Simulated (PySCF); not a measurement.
# C6H8 (1,3-Cyclohexadiene) at 5 levels

Aim: a comparison of 5 runs (HF/STO-3G, HF/3-21G, B2PLYP/6-31G*, B3LYP/6-31G*, SCS-MP2/6-31G*) of C6H8 (1,3-Cyclohexadiene). The job is set up through a Python script.

The calculation is run with PySCF 2.14.0.

1 further run of the same task is left out (set aside as unsound or not needed).

## (1) The system as given

The species is C6H8 (14 atoms), meant as a singlet with charge 0. As SMILES, `C1=CCCC=C1`. The C3–H9 distance was set to 1.965 Å, away from the relaxed value. At this shape a bond of the SMILES string is far longer than usual.

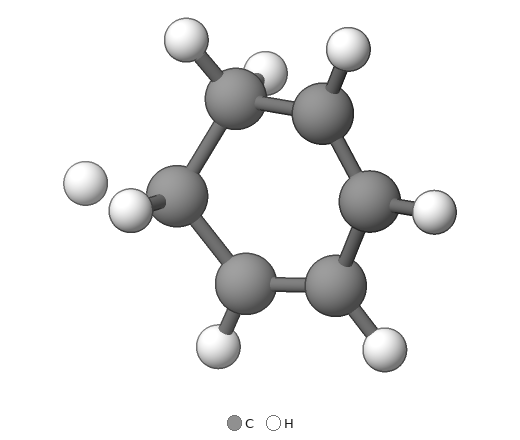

The structure, seen from a chosen angle (carbon grey, hydrogen white).

## (2) The energy at HF/STO-3G (run 1)

Input file start.xyz:

```xyz
14

C     -0.527822    -1.873062    -0.731220
C      0.252878    -1.319682     0.193920
C      0.767738     0.079808     0.026850
C     -0.222052     0.945678    -0.753560
C     -0.776842     0.206478    -1.935800
C     -0.932412    -1.114862    -1.901120
H     -0.869892    -2.893792    -0.643870
H      0.590408    -1.875702     1.056520
H      1.135900     0.891500     1.777640
H      1.720938     0.029148    -0.515110
H      0.262218     1.869908    -1.073500
H     -1.060702     1.225758    -0.103100
H     -1.099622     0.792608    -2.783850
H     -1.367932    -1.653722    -2.729760
```

Input file job.py:

```python
from pyscf import gto

mol = gto.Mole()
mol.atom = 'start.xyz'
mol.max_memory = 1860
mol.verbose = 3
mol.basis = 'sto-3g'
mol.build()

myscf = mol.RHF()
myscf.conv_tol = 1e-10
myscf.kernel()
if not myscf.converged:
    myscf = myscf.newton().run(myscf.mo_coeff, myscf.mo_occ)

energy = myscf.e_tot
print('Final energy', energy)
```

On the command line:

```console
OMP_NUM_THREADS=1 python job.py
```

Standard output:

```text
converged SCF energy = -228.825095645146
Final energy -228.82509564514635
```

Wall time 1.1 s (1 thread of Intel Xeon at 2.70GHz, shared host); peak memory 0.12 GiB.

## (3) The energy at HF/3-21G (run 2)

Input file run.py:

```python
from pyscf import gto

system = gto.M(
    atom='''
C       -0.527822      -1.873062      -0.731220
C        0.252878      -1.319682       0.193920
C        0.767738       0.079808       0.026850
C       -0.222052       0.945678      -0.753560
C       -0.776842       0.206478      -1.935800
C       -0.932412      -1.114862      -1.901120
H       -0.869892      -2.893792      -0.643870
H        0.590408      -1.875702       1.056520
H        1.135900       0.891500       1.777640
H        1.720938       0.029148      -0.515110
H        0.262218       1.869908      -1.073500
H       -1.060702       1.225758      -0.103100
H       -1.099622       0.792608      -2.783850
H       -1.367932      -1.653722      -2.729760
''',
    verbose=4,
    max_memory=1860,
    charge=0,
    basis='3-21g',
)

myscf = system.RHF()
myscf.conv_tol = 1e-10
myscf.kernel()
if not myscf.converged:
    myscf = myscf.newton().run(myscf.mo_coeff, myscf.mo_occ)

e_tot = myscf.e_tot
print('E = %.10f Eh' % e_tot)
```

On the command line:

```console
OMP_NUM_THREADS=1 python run.py
```

Standard output:

```text
PySCF version 2.14.0

[... 70 lines left out ...]
converged SCF energy = -230.399587965378
E = -230.3995879654 Eh
```

It took 1.3 s on 1 thread of Intel Xeon at 2.70GHz, shared host; peak memory 0.14 GiB.

Runs 3 to 4 aren't shown in full; the table further down has their settings and results.

## (4) A single-point energy at SCS-MP2/6-31G(d) (spherical functions) (run 5)

Input file job.py:

```python
from pyscf import gto, mp

mol = gto.M(
    atom='''
C       -0.527822      -1.873062      -0.731220
C        0.252878      -1.319682       0.193920
C        0.767738       0.079808       0.026850
C       -0.222052       0.945678      -0.753560
C       -0.776842       0.206478      -1.935800
C       -0.932412      -1.114862      -1.901120
H       -0.869892      -2.893792      -0.643870
H        0.590408      -1.875702       1.056520
H        1.135900       0.891500       1.777640
H        1.720938       0.029148      -0.515110
H        0.262218       1.869908      -1.073500
H       -1.060702       1.225758      -0.103100
H       -1.099622       0.792608      -2.783850
H       -1.367932      -1.653722      -2.729760
''',
    basis='6-31g*',
    spin=0,
    verbose=4,
    max_memory=1860,
    charge=0,
)

mf = mol.RHF()
mf.conv_tol = 1e-10
mf.kernel()
if not mf.converged:
    mf = mf.newton().run(mf.mo_coeff, mf.mo_occ)

pt = mp.MP2(mf, frozen=6).run()
energy = mf.e_tot + 1.2 * pt.e_corr_os + pt.e_corr_ss / 3
print('Final energy', energy)
```

On the command line:

```console
OMP_NUM_THREADS=1 python job.py
```

Standard output:

```text
PySCF version 2.14.0

[... 72 lines left out ...]
converged SCF energy = -231.689879134979
[... 1 line left out ...]
******** <class 'pyscf.mp.mp2.RMP2'> ********
nocc = 16, nmo = 94
frozen orbitals 6
E(RMP2) = -232.457813639154  E_corr = -0.767934504175007
E(SCS-RMP2) = -232.447427739636  E_corr = -0.757548604657114
E_corr(same-spin) = -0.18919938502257
E_corr(oppo-spin) = -0.578735119152436
Final energy -232.44742773963588
```

Wall time 3.9 s (1 thread of Intel Xeon at 2.70GHz, shared host); peak memory 0.27 GiB.

## (5) All runs side by side

| run | level | frozen core orbitals | integration grid | energy (Eh) | dipole moment (D) of the reference | HOMO energy (eV) | LUMO energy (eV) | wall time |
| --- | --- | --- | --- | --- | --- | --- | --- | --- |
| 1 | HF/STO-3G | – | – | -228.825096 | 0.59 | -6.61 | 5.34 | 1.1 s |
| 2 | HF/3-21G | – | – | -230.399588 | 1.33 | -8.33 | 2.33 | 1.3 s |
| 3 | B2PLYP/6-31G* (spherical functions) | 6 | 5 | -233.003136 | 1.41 | -6.88 | -0.09 | 31 s |
| 4 | B3LYP/6-31G* (spherical functions) | – | 5 | -233.293968 | 1.29 | -5.86 | -1.68 | 38 s |
| 5 | SCS-MP2/6-31G* (spherical functions) | 6 | – | -232.447428 | 1.68 | -8.32 | 2.24 | 3.9 s |

## (6) Summary of results

| quantity | value |
| --- | --- |
| run 5: total energy | -232.44743 Eh |
| run 5: dipole moment (Hartree–Fock density) | 1.68 D |
| run 5: HOMO energy (Hartree–Fock orbitals) | -8.32 eV |
| run 5: LUMO energy (Hartree–Fock orbitals) | 2.24 eV |
| run 5: HOMO–LUMO gap (Hartree–Fock orbitals) | 10.56 eV |
| run 5: correlation energy (6 core orbitals frozen) | -757.5 mEh |

**Reading.** Over runs 1, 2, 3, 4 the dipole moment (its size) runs from 0.59 D (HF/STO-3G) to 1.41 D (B2PLYP/6-31G*). The two ends differ in method and basis. A double hybrid's value is that of its SCF part. Over runs 1, 2, 3, 4 the HOMO–LUMO gap runs from 4.19 eV (B3LYP/6-31G*) to 11.95 eV (HF/STO-3G). Totals of different functionals can't be ranked against each other. In run 1 the basis is minimal, so the values are rough. In runs 1, 2, 3, 4, 5 a closed-shell determinant meets a far-stretched bond, which it describes badly. All runs together took 75 s, the longest 38 s.
